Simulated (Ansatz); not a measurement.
Geometry relaxation of Sn₉O₁₆ (part 1 of 3)

Sn₉O₁₆ (defect cell, 25 atoms in the cell), computed with DFT PBE, scalar-relativistic, plane waves, PAW, no spin polarisation (Ansatz 0.2.0).

The structure derives from a Materials Project entry. It belongs to a series of runs on one base structure; here: Sn interstitial, charge +0, atoms relaxed at the host's cell. Figures and captions count atoms from 1; the log counts them from 0 in places.

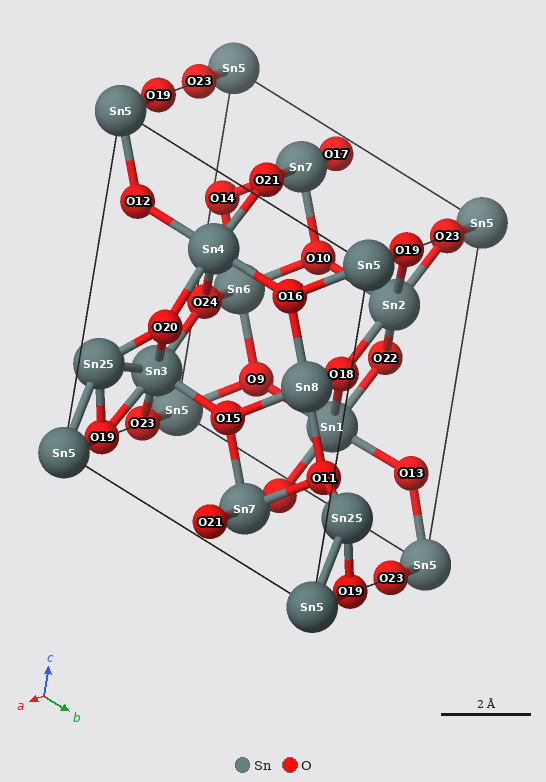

The structure as given in the input (ball-and-stick view of the cell of the calculation, seen slightly off an axis; atoms are numbered from 1 in the order of the input). An atom can appear more than once, as a periodic image.

### Summary

| quantity | value |
| --- | --- |
| outcome | converged |
| electrons treated | 222 |
| free energy | −63289.7290 eV |
| Fermi energy | 12.314 eV |
| gap on the k-point mesh | 0.56 eV |
| final volume | 301.82 Å³ |
| largest force (length of the vector) at the end | 0.009 eV/Å |
| hardware | 4 threads of Intel Xeon @ 2.50GHz (Skylake/Cascade Lake), 189 GiB of memory available, shared host |
| wall time | 11 min (CPU time 40 min) |
| peak memory | 1.3 GiB |

### The input
```yaml
crystal:
  lattice:
    - [-4.8271903414, -4.8271903414, 0.0]
    - [4.8271903414, -4.8271903414, 0.0]
    - [0.0, 4.8271903414, 6.4763045005]
  atoms:
    - { symbol: Sn, position: [0.125, 0.625, 0.25] }
    - { symbol: Sn, position: [0.375, 0.875, 0.75] }
    - { symbol: Sn, position: [0.6206064566, 0.141851894, 0.2569375328] }
    - { symbol: Sn, position: [0.875, 0.375, 0.75] }
    - { symbol: Sn, position: [0.0, 0.0, 0.0] }
    - { symbol: Sn, position: [0.25, 0.25, 0.5] }
    - { symbol: Sn, position: [0.5, 0.5, 0.0] }
    - { symbol: Sn, position: [0.75, 0.75, 0.5] }
    - { symbol: O, position: [0.125, 0.3184234768, 0.25] }
    - { symbol: O, position: [0.375, 0.5684234768, 0.75] }
    - { symbol: O, position: [0.625, 0.8184234768, 0.25] }
    - { symbol: O, position: [0.875, 0.0684234768, 0.75] }
    - { symbol: O, position: [0.1223006136, 0.939964611, 0.2554827311] }
    - { symbol: O, position: [0.375, 0.1815765232, 0.75] }
    - { symbol: O, position: [0.625, 0.4315765232, 0.25] }
    - { symbol: O, position: [0.875, 0.6815765232, 0.75] }
    - { symbol: O, position: [0.1934234768, 0.5, 0.0] }
    - { symbol: O, position: [0.4434234768, 0.75, 0.5] }
    - { symbol: O, position: [0.6995881901, 0.012265096, 0.0141960255] }
    - { symbol: O, position: [0.930461824, 0.26656987, 0.4792655917] }
    - { symbol: O, position: [0.8065765232, 0.5, 0.0] }
    - { symbol: O, position: [0.0565765232, 0.75, 0.5] }
    - { symbol: O, position: [0.3065765232, 0.0, 0.0] }
    - { symbol: O, position: [0.5565765232, 0.25, 0.5] }
    - { symbol: Sn, position: [0.8869562924, 0.0302572154, 0.2596456685] }
  host:
    lattice:
      - [4.8271903414, 0.0, 0.0]
      - [0.0, 4.8271903414, 0.0]
      - [0.0, 0.0, 3.2381522502]
    atoms:
      - { symbol: Sn, position: [0.5, 0.5, 0.5] }
      - { symbol: Sn, position: [0.0, 0.0, 0.0] }
      - { symbol: O, position: [0.1934234768, 0.8065765232, 0.5] }
      - { symbol: O, position: [0.8065765232, 0.1934234768, 0.5] }
      - { symbol: O, position: [0.3065765232, 0.3065765232, 0.0] }
      - { symbol: O, position: [0.6934234768, 0.6934234768, 0.0] }
basis:
  ecutwfc: 420
  xc_grid: 2
kpoints:
  mp_grid: { grid: [3, 3, 3], shift: [0.0, 0.0, 0.0] }
hamiltonian:
  xc: pbe
scf:
  occupations: { method: gaussian, width: 0.01 }
output:
  forces: true
  stress: false
  eigenvalues: true
  charged_corrections:
    defect_position: [0.875, 0.025, 0.25]
    epsilon: [[14.0248, 0.0, 0.0], [0.0, 14.0248, 0.0], [0.0, 0.0, 10.8937]]
  write_density: true
  write_potential: true
  elf: true
  volumetric_format: npy
relax:
  adjacent_minimum: "off"
  f_tol: 0.025
  max_steps: 45
```

Launched with:
```bash
ansatz run input.yaml --threads 4 --pin off --max-ram 10240MiB --backend cpu --events-out ev --progress --plain --runs-dir out
```

### What the program printed
```
Engine: ansatz 0.2.0, x86_64-unknown-linux-gnu
Pseudopotentials: kind: paw
Pseudopotential: Sn, paw, valence charge 14, recommended cutoff 420 eV (normal), Sn.paw.azcp
Pseudopotential: O, paw, valence charge 6, recommended cutoff 420 eV (normal), O.paw.azcp
Functional definition: PBE
  parameter kappa = 0.804
  parameter beta = 0.06672455060314922
  exchange = pbe_x(kappa = kappa, mu = beta*pi^2/3)
  correlation = pbe_c(beta = beta)
Crystal: 25 atoms, lattice volume = 301.819 Å³
Basis set: ecut = 420 eV, 5921 PW (Γ), exchange–correlation on 96×96×108 points (8 copies of the dense FFT grid, shifted against one another)
Bands: 136, of which v1, the nominal top of the filled ones, is band 111 counted from 1 (110 counted from 0)
Symmetry: 1 space group operations
Space group: P1 (ITA 1), of the structure as read, at distance tolerance 6.7e-5 Å
k-points: 14 of 27 (time reversal used)
Non-local potential: Sn, projectors of the file, l = 0: 2, l = 1: 2, l = 2: 2, l = 3: 2
Non-local potential: O, projectors of the file, l = 0: 2, l = 1: 2, l = 2: 1
PAW form: soft (Blöchl's): semilocal exchange-correlation on the pseudo side does not see the compensation charge
PAW one-centre angular grid: Sn, 590 points (default); XC on 64 Gauss nodes
PAW one-centre angular grid: O, 110 points (default); XC on 64 Gauss nodes
Initial density: superposition of atomic densities (neutral atoms: chi_scale 0, normalization atom), corrected by the library's trained network
Initial wavefunctions: pseudopotential atomic-orbital guess
Functional: x = pbe(κ = 0.804, μ = 0.2195149727645171), c = pbe(β = 0.06672455060314922)
SCF iter   1: F=—  HF=-63272.434172 eV  |F-HF|=—  |Δ(HF+E_count)|=         —  Δρ=1.02e-2  dr2=2.66e-1  ethr=1.77e-3  ⟨swp⟩=6.0  Hψ=8270  notcnv=0  defer=129
preconditioner: auto → LDOS  [insulator: Δε(μ)=0.024 eV  Ē_g=19.714 eV  σ=0.010 eV  W_gap=0.70  n_scr=84 (ndim 8)  ℏωp=31.8 eV  f_vac=0.033  D(μ)=13.42/eV (n_scr^D=120)  ε∞_Penn≈3.6  β→1.0]
SCF iter   2: F=—  HF=-63272.393320 eV  |F-HF|=—  |Δ(HF+E_count)|=   4.09e-2  Δρ=5.43e-3  dr2=5.53e-2  ethr=1.20e-4  ⟨swp⟩=3.0  Hψ=3944  notcnv=0  defer=252
SCF iter   3: F=—  HF=-63272.380695 eV  |F-HF|=—  |Δ(HF+E_count)|=   1.26e-2  Δρ=2.75e-3  dr2=2.64e-2  ethr=2.49e-5  ⟨swp⟩=3.0  Hψ=3398  notcnv=0  defer=252
SCF iter   4: F=—  HF=-63272.377404 eV  |F-HF|=—  |Δ(HF+E_count)|=   3.29e-3  Δρ=1.92e-3  dr2=1.19e-2  ethr=1.19e-5  ⟨swp⟩=2.1  Hψ=3305  notcnv=0  defer=252
SCF iter   5: F=—  HF=-63272.375136 eV  |F-HF|=—  |Δ(HF+E_count)|=   2.27e-3  Δρ=8.39e-4  dr2=2.61e-3  ethr=5.38e-6  ⟨swp⟩=2.0  Hψ=2462  notcnv=0  defer=252
SCF iter   6: F=—  HF=-63272.374703 eV  |F-HF|=—  |Δ(HF+E_count)|=   4.33e-4  Δρ=3.91e-4  dr2=5.62e-4  ethr=1.17e-6  ⟨swp⟩=2.1  Hψ=3048  notcnv=0  defer=252
SCF iter   7: F=—  HF=-63272.374636 eV  |F-HF|=—  |Δ(HF+E_count)|=   6.63e-5  Δρ=2.38e-4  dr2=2.22e-4  ethr=2.53e-7  ⟨swp⟩=2.0  Hψ=3212  notcnv=0  defer=252
SCF iter   8: F=—  HF=-63272.374601 eV  |F-HF|=—  |Δ(HF+E_count)|=   3.57e-5  Δρ=1.25e-4  dr2=5.66e-5  ethr=1.00e-7  ⟨swp⟩=2.2  Hψ=3202  notcnv=0  defer=252
SCF iter   9: F=-63272.374580 eV  HF=-63272.374592 eV  |F-HF|=1.29e-5  |Δ(HF+E_count)|=   8.14e-6  Δρ=6.12e-5  dr2=1.48e-5  ethr=7.04e-9  ⟨swp⟩=19.4  Hψ=20449  notcnv=0
SCF 1 converged in 9 iterations: F = -63272.374580 eV  dr2 = 1.48e-5
  greatest PAW one-centre occupation: 0.998 electrons in one spin orbital (limit 2), on the Sn atom at site 2 (counted from 0), in its partial waves of l = 2
relax step   1: F+E_penalty+E_count = -63272.37457957 eV  Δ(F+E_penalty+E_count) = +0.000e0 eV  max|allowed force component| = 2.745e1 eV/Å  Δτ_max = 0.0000 Å  (9 SCF iters, dr2 threshold 1.56e-5 eV, accepted)
Initial density: handed on by an earlier stage of this run
Initial wavefunctions: those handed on with the density
iter 1 solved again at ethr=3.79e-4 eV; its pass at ethr=3.10e-3 eV (dr2=8.41e-1 eV) is discarded
SCF iter   1: F=—  HF=-63281.135092 eV  |F-HF|=—  |Δ(HF+E_count)|=         —  Δρ=1.90e-2  dr2=8.54e-1  ethr=3.79e-4  ⟨swp⟩=1.6  Hψ=7581  notcnv=0  defer=235
preconditioner: auto → LDOS  [insulator: Δε(μ)=0.040 eV  Ē_g=19.640 eV  σ=0.010 eV  W_gap=0.50  n_scr=84 (ndim 8)  ℏωp=31.8 eV  f_vac=0.031  D(μ)=8.36/eV (n_scr^D=60)  ε∞_Penn≈3.6  β→1.0]
SCF iter   2: F=—  HF=-63281.120190 eV  |F-HF|=—  |Δ(HF+E_count)|=   1.49e-2  Δρ=1.37e-2  dr2=6.79e-1  ethr=3.79e-4  ⟨swp⟩=4.6  Hψ=3792  notcnv=0  defer=235
SCF iter   3: F=—  HF=-63280.857075 eV  |F-HF|=—  |Δ(HF+E_count)|=   2.63e-1  Δρ=2.62e-3  dr2=2.59e-2  ethr=3.06e-4  ⟨swp⟩=3.4  Hψ=3725  notcnv=0  defer=249
SCF iter   4: F=—  HF=-63280.853541 eV  |F-HF|=—  |Δ(HF+E_count)|=   3.53e-3  Δρ=1.19e-3  dr2=5.91e-3  ethr=1.17e-5  ⟨swp⟩=3.0  Hψ=3542  notcnv=0  defer=252
SCF iter   5: F=—  HF=-63280.852919 eV  |F-HF|=—  |Δ(HF+E_count)|=   6.22e-4  Δρ=7.68e-4  dr2=2.46e-3  ethr=2.66e-6  ⟨swp⟩=2.0  Hψ=3262  notcnv=0  defer=252
SCF iter   6: F=—  HF=-63280.852544 eV  |F-HF|=—  |Δ(HF+E_count)|=   3.75e-4  Δρ=3.94e-4  dr2=5.63e-4  ethr=1.11e-6  ⟨swp⟩=2.0  Hψ=3266  notcnv=0  defer=252
SCF iter   7: F=—  HF=-63280.852455 eV  |F-HF|=—  |Δ(HF+E_count)|=   8.89e-5  Δρ=1.59e-4  dr2=9.32e-5  ethr=4.50e-8  ⟨swp⟩=19.6  Hψ=20323  notcnv=0
SCF iter   8: F=-63280.852419 eV  HF=-63280.852446 eV  |F-HF|=2.70e-5  |Δ(HF+E_count)|=   8.61e-6  Δρ=7.62e-5  dr2=3.18e-5  ethr=4.20e-8  ⟨swp⟩=14.2  Hψ=19992  notcnv=0
SCF 2 converged in 8 iterations: F = -63280.852419 eV  dr2 = 3.18e-5
[... from here on the iterations of each SCF are left out, up to the last one ...]
relax step   2: F+E_penalty+E_count = -63280.85241930 eV  Δ(F+E_penalty+E_count) = -8.478e0 eV  max|allowed force component| = 9.156e0 eV/Å  Δτ_max = 0.1950 Å  (8 SCF iters, dr2 threshold 1.00e-4 eV, accepted)
preconditioner: auto → LDOS  [insulator: Δε(μ)=0.022 eV  Ē_g=19.538 eV  σ=0.010 eV  W_gap=0.66  n_scr=84 (ndim 8)  ℏωp=31.8 eV  f_vac=0.027  D(μ)=13.19/eV (n_scr^D=120)  ε∞_Penn≈3.7  β→1.0]
SCF 3 converged in 9 iterations: F = -63285.718490 eV  dr2 = 3.88e-5
relax step   3: F+E_penalty+E_count = -63285.71849041 eV  Δ(F+E_penalty+E_count) = -4.866e0 eV  max|allowed force component| = 3.706e0 eV/Å  Δτ_max = 0.1913 Å  (9 SCF iters, dr2 threshold 1.00e-4 eV, accepted)
preconditioner: auto → Resta (q_TF=auto, 2.592 Å⁻¹)  ε∞=3.7  [insulator: Δε(μ)=0.125 eV  Ē_g=19.465 eV  σ=0.010 eV  W_gap=1.00  n_scr=84 (ndim 8)  ℏωp=31.8 eV  f_vac=0.027  D(μ)=0.00/eV (n_scr^D=0)  ε∞_Penn≈3.7]
SCF 4 converged in 8 iterations: F = -63287.779055 eV  dr2 = 4.28e-6
relax step   4: F+E_penalty+E_count = -63287.77905461 eV  Δ(F+E_penalty+E_count) = -2.061e0 eV  max|allowed force component| = 2.062e0 eV/Å  Δτ_max = 0.2000 Å  (8 SCF iters, dr2 threshold 1.00e-4 eV, accepted)
preconditioner: auto → Resta (q_TF=auto, 2.592 Å⁻¹)  ε∞=3.7  [insulator: Δε(μ)=0.096 eV  Ē_g=19.392 eV  σ=0.010 eV  W_gap=1.00  n_scr=84 (ndim 8)  ℏωp=31.8 eV  f_vac=0.026  D(μ)=0.00/eV (n_scr^D=0)  ε∞_Penn≈3.7]
SCF 5 converged in 7 iterations: F = -63288.390820 eV  dr2 = 9.31e-6
relax step   5: F+E_penalty+E_count = -63288.39082032 eV  Δ(F+E_penalty+E_count) = -6.118e-1 eV  max|allowed force component| = 1.070e0 eV/Å  Δτ_max = 0.1991 Å  (7 SCF iters, dr2 threshold 1.00e-4 eV, accepted)
preconditioner: auto → Resta (q_TF=auto, 2.592 Å⁻¹)  ε∞=3.7  [insulator: Δε(μ)=0.110 eV  Ē_g=19.302 eV  σ=0.010 eV  W_gap=1.00  n_scr=84 (ndim 8)  ℏωp=31.8 eV  f_vac=0.024  D(μ)=0.00/eV (n_scr^D=0)  ε∞_Penn≈3.7]
SCF 6 converged in 7 iterations: F = -63288.955720 eV  dr2 = 2.43e-5
relax step   6: F+E_penalty+E_count = -63288.95571997 eV  Δ(F+E_penalty+E_count) = -5.649e-1 eV  max|allowed force component| = 6.127e-1 eV/Å  Δτ_max = 0.2000 Å  (7 SCF iters, dr2 threshold 1.00e-4 eV, accepted)
preconditioner: auto → Resta (q_TF=auto, 2.592 Å⁻¹)  ε∞=3.8  [insulator: Δε(μ)=0.122 eV  Ē_g=19.175 eV  σ=0.010 eV  W_gap=1.00  n_scr=84 (ndim 8)  ℏωp=31.8 eV  f_vac=0.023  D(μ)=0.00/eV (n_scr^D=0)  ε∞_Penn≈3.8]
SCF 7 converged in 7 iterations: F = -63289.262962 eV  dr2 = 1.80e-5
relax step   7: F+E_penalty+E_count = -63289.26296226 eV  Δ(F+E_penalty+E_count) = -3.072e-1 eV  max|allowed force component| = 6.579e-1 eV/Å  Δτ_max = 0.1939 Å  (7 SCF iters, dr2 threshold 1.00e-4 eV, accepted)
preconditioner: auto → Resta (q_TF=auto, 2.592 Å⁻¹)  ε∞=3.8  [insulator: Δε(μ)=0.130 eV  Ē_g=19.153 eV  σ=0.010 eV  W_gap=1.00  n_scr=84 (ndim 8)  ℏωp=31.8 eV  f_vac=0.022  D(μ)=0.00/eV (n_scr^D=0)  ε∞_Penn≈3.8]
SCF 8 converged in 7 iterations: F = -63289.441899 eV  dr2 = 6.63e-6
relax step   8: F+E_penalty+E_count = -63289.44189860 eV  Δ(F+E_penalty+E_count) = -1.789e-1 eV  max|allowed force component| = 4.692e-1 eV/Å  Δτ_max = 0.0963 Å  (7 SCF iters, dr2 threshold 1.00e-4 eV, accepted)
preconditioner: auto → Resta (q_TF=auto, 2.592 Å⁻¹)  ε∞=3.8  [insulator: Δε(μ)=0.369 eV  Ē_g=19.156 eV  σ=0.010 eV  W_gap=1.00  n_scr=84 (ndim 8)  ℏωp=31.8 eV  f_vac=0.021  D(μ)=0.00/eV (n_scr^D=0)  ε∞_Penn≈3.8]
SCF 9 converged in 7 iterations: F = -63289.601317 eV  dr2 = 7.72e-6
relax step   9: F+E_penalty+E_count = -63289.60131693 eV  Δ(F+E_penalty+E_count) = -1.594e-1 eV  max|allowed force component| = 8.661e-1 eV/Å  Δτ_max = 0.2000 Å  (7 SCF iters, dr2 threshold 1.00e-4 eV, accepted)
preconditioner: auto → Resta (q_TF=auto, 2.592 Å⁻¹)  ε∞=3.7  [insulator: Δε(μ)=0.491 eV  Ē_g=19.211 eV  σ=0.010 eV  W_gap=1.00  n_scr=84 (ndim 8)  ℏωp=31.8 eV  f_vac=0.021  D(μ)=0.00/eV (n_scr^D=0)  ε∞_Penn≈3.7]
SCF 10 converged in 6 iterations: F = -63289.692596 eV  dr2 = 2.33e-5
relax step  10: F+E_penalty+E_count = -63289.69259600 eV  Δ(F+E_penalty+E_count) = -9.128e-2 eV  max|allowed force component| = 3.293e-1 eV/Å  Δτ_max = 0.0749 Å  (6 SCF iters, dr2 threshold 1.00e-4 eV, accepted)
preconditioner: auto → Resta (q_TF=auto, 2.592 Å⁻¹)  ε∞=3.7  [insulator: Δε(μ)=0.558 eV  Ē_g=19.228 eV  σ=0.010 eV  W_gap=1.00  n_scr=84 (ndim 8)  ℏωp=31.8 eV  f_vac=0.021  D(μ)=0.00/eV (n_scr^D=0)  ε∞_Penn≈3.7]
SCF 11 converged in 7 iterations: F = -63289.700516 eV  dr2 = 1.54e-6
relax step  11: F+E_penalty+E_count = -63289.70051560 eV  Δ(F+E_penalty+E_count) = -7.920e-3 eV  max|allowed force component| = 3.039e-1 eV/Å  Δτ_max = 0.0959 Å  (7 SCF iters, dr2 threshold 1.57e-5 eV, accepted)
preconditioner: auto → Resta (q_TF=auto, 2.592 Å⁻¹)  ε∞=3.7  [insulator: Δε(μ)=0.572 eV  Ē_g=19.223 eV  σ=0.010 eV  W_gap=1.00  n_scr=84 (ndim 8)  ℏωp=31.8 eV  f_vac=0.022  D(μ)=0.00/eV (n_scr^D=0)  ε∞_Penn≈3.7]
SCF 12 converged in 6 iterations: F = -63289.724587 eV  dr2 = 5.36e-6
relax step  12: F+E_penalty+E_count = -63289.72458681 eV  Δ(F+E_penalty+E_count) = -2.407e-2 eV  max|allowed force component| = 1.180e-1 eV/Å  Δτ_max = 0.0555 Å  (6 SCF iters, dr2 threshold 1.33e-5 eV, accepted)
preconditioner: auto → Resta (q_TF=auto, 2.592 Å⁻¹)  ε∞=3.7  [insulator: Δε(μ)=0.542 eV  Ē_g=19.226 eV  σ=0.010 eV  W_gap=1.00  n_scr=84 (ndim 8)  ℏωp=31.8 eV  f_vac=0.021  D(μ)=0.00/eV (n_scr^D=0)  ε∞_Penn≈3.7]
SCF 13 converged in 6 iterations: F = -63289.727754 eV  dr2 = 1.96e-6
```
